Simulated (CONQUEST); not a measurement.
**A series of single points on Br**

System: Br (8 atoms in the cell).
Method: Kohn-Sham DFT of a periodic cell, PBEsol, PseudoDojo NC PBEsol, no spin polarisation (CONQUEST 1.3).

The 7 runs differ only in the geometry, by an even scaling of the cell at fixed fractional positions. The structure derives from an entry of the Crystallography Open Database.

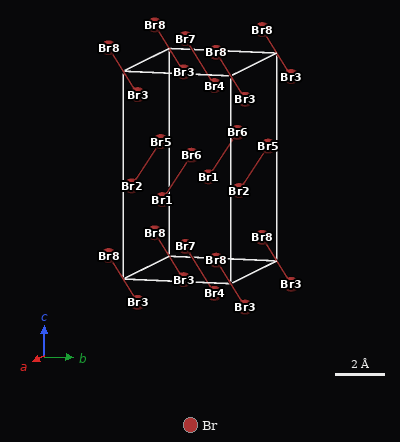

Figure 1. The structure of run 4 (ball-and-stick view of the cell of the calculation, set on other vectors, seen slightly off an axis; atoms are numbered from 1 in the order of the input). An atom can appear more than once, as a periodic image.

**Input of run 4**
```
IO.Title Br
IO.Coordinates coords.dat
IO.FractionalAtomicCoords T
IO.Iprint 2
IO.Iprint_init 1
General.NumberOfSpecies 1
General.PseudopotentialType hamann
AtomMove.TypeOfRun static
AtomMove.FullStress T
Grid.PointsAlongX 48
Grid.PointsAlongY 64
Grid.PointsAlongZ 96
DM.SolutionMethod diagon
Diag.MPMesh T
Diag.GammaCentred T
Diag.MPMeshX 6
Diag.MPMeshY 4
Diag.MPMeshZ 3
Diag.kT 0.00183747
minE.SCTolerance 1e-6
SC.MaxIters 100
IO.AtomChargeOutput T
%block ChemicalSpeciesLabel
1 79.900 Br
%endblock
```

Command:
```bash
OMP_NUM_THREADS=1 Conquest
```

Lattice vectors (Å) and fractional positions of run 4:
```
   4.645100    0.000000    0.000000
   0.000000    6.726500    0.000000
   0.000000    0.000000    8.702300
Br  0.365100  0.000000  0.390100
Br  0.865100  0.500000  0.390100
Br  0.134900  0.000000  0.890100
Br  0.634900  0.500000  0.890100
Br  0.134900  0.500000  0.609900
Br  0.634900  0.000000  0.609900
Br  0.365100  0.500000  0.109900
Br  0.865100  0.000000  0.109900
```

Run 3 has the same physical settings and fractional positions; its lattice vectors (Å) are:
```
   4.613924    0.000000    0.000000
   0.000000    6.681354    0.000000
   0.000000    0.000000    8.643894
```

**Results, with one run withheld**

| run | volume per atom (Å³) | free energy per atom, from the lowest run given (meV) | pressure (GPa) | gap on the mesh (eV) |
| --- | --- | --- | --- | --- |
| 1 | 31.949 | 15.44 | 2.32 | 1.96 |
| 2 | 32.629 | 7.19 | 1.58 | 1.89 |
| 3 | 33.308 | ? | ? | ? |
| 4 | 33.988 | 0.00 | 0.21 | 1.77 |
| 5 | 34.668 | 0.32 | −0.35 | 1.71 |
| 6 | 35.348 | 2.90 | −0.85 | 1.66 |
| 7 | 36.028 | 7.62 | −1.35 | 1.60 |

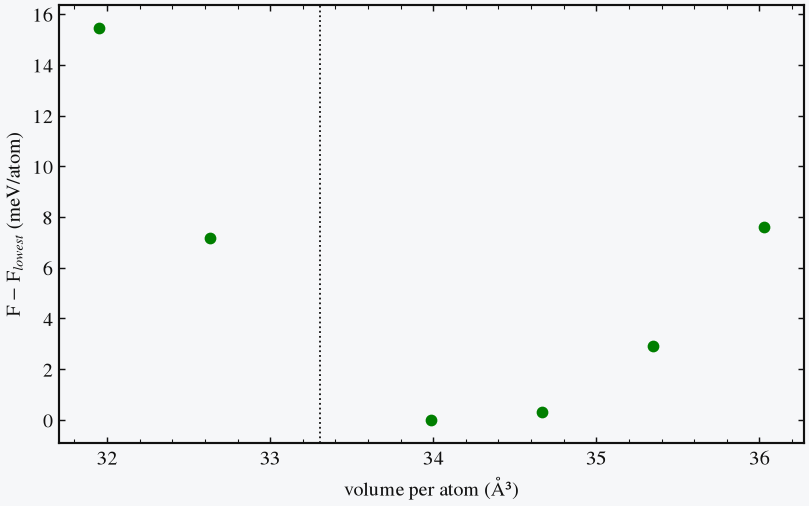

Figure 2. Free energy per atom of the runs given; the dotted line marks run 3.

What should run 3 give?

A cubic polynomial in V^(−2/3) (the Birch–Murnaghan form), fitted to the 6 runs given, misses them by at most 0.04 meV per atom. With x = V^(−2/3) − 0.09519 Å⁻², it reads F = −0.097403 + 517.78 x + 7.7708e+05 x² + 2.0876e+06 x³ (meV per atom). At run 3 it gives 2.18 meV per atom, and the run itself gives 2.16. The slope of the fit gives a pressure −dF/dV of 0.84 GPa there, and the run prints 0.82 GPa. The fit has its minimum at 34.229 Å³ per atom, where V d²F/dV² gives 29 GPa. Cell shape and fractional positions are held, so this is the stiffness under even scaling; the relaxed bulk modulus wasn't computed and can be far lower in a crystal of layers, chains or molecules like this one. The gap on the mesh goes, without turning, from 1.96 eV in run 1 to 1.60 eV in run 7; run 3 has 1.83 eV. These are gaps of this functional on this mesh, which can miss the band edges; they aren't the measured gap.

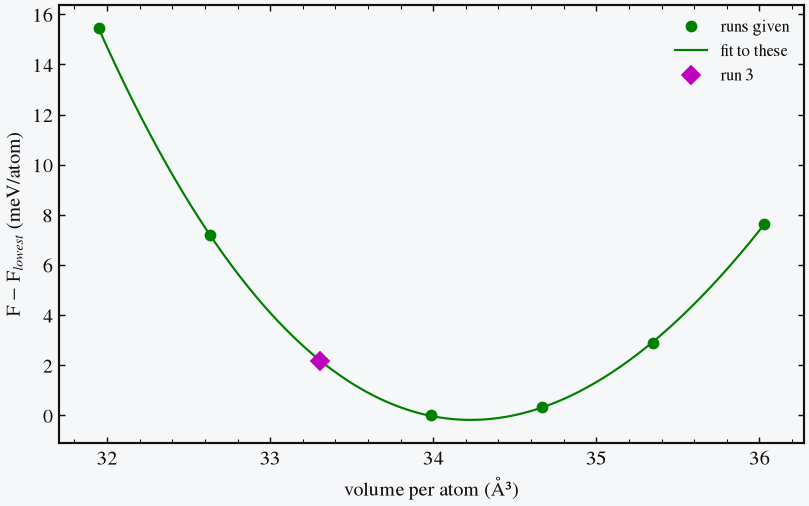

Figure 3. The fit and the withheld run.

**Some lines of the output (run 3)**
```
[...]
      Using Fermi-Dirac smearing
          DFT Total Energy                 :      -125.602205986528915 Ha
          DFT Total Energy                 :      -125.618030823934518 Ha
          DFT Total Energy                 :      -125.619718501656990 Ha
          DFT Total Energy                 :      -125.619798247772692 Ha
          DFT Total Energy                 :      -125.619799819909559 Ha
          DFT Total Energy                 :      -125.619799863201820 Ha
          DFT Total Energy                 :      -125.619799865843234 Ha
      |* DFT total energy        =      -125.619799865843234 Ha
    force: Average pressure:      0.82296479 GPa
```

Notes: With a small basis of atomic orbitals these values can differ much from converged plane-wave results.
